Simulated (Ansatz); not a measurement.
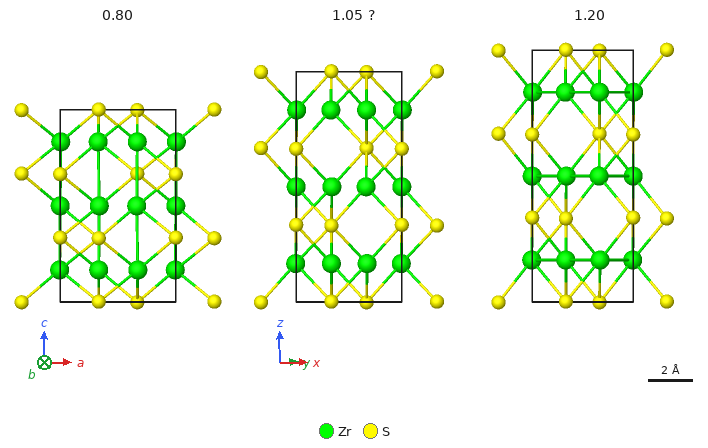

Crystalline Zr$_{3}$S$_{2}$ (R32): the ratio of the cell's length along z to its lengths across, counted as 1 for the reference, is changed at fixed volume (a c/a path), with the atoms kept at their fractional coordinates. x, y and z are the Cartesian axes of the input. The picture is a ball-and-stick view of the conventional cell (3 times the calculation's cell), seen along the b axis. Lengths and directions refer to the drawn axes.

The calculation used Ansatz, DFT PBEsol, scalar-relativistic, plane waves, PAW. (plane-wave cutoff 420 eV; k-point mesh 12 × 12 × 12; occupations gaussian; smearing width 0.15 eV; no spin polarisation). Energies (free energies at the smearing named) are counted from the relaxed crystal.

```tsv
axial ratio over its reference value	energy change (meV/atom)
0.80	205.7
0.85	112.2
0.92	30.7
0.96	7.5
1.00	0.0
1.05	?
1.10	41.2
1.20	154.0
```

Question: One row is withheld. What is its energy?

Answer: A straight line between the two neighbours gives 20.6 meV/atom. A cubic through the four nearest rows (0.96, 1.00, 1.10, 1.20) gives, with Lagrange weights, (−0.2790)(7.5) + (0.8437)(0.0) + (0.4821)(41.2) + (−0.0469)(154.0) = 10.5 meV/atom. The calculation gives 10.6 meV/atom, so the cubic is 0.1 meV/atom too low and the straight line 10.0 meV/atom too high, as the curve bends upwards here.

The whole profile:

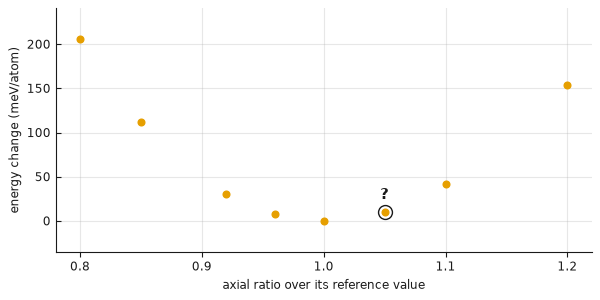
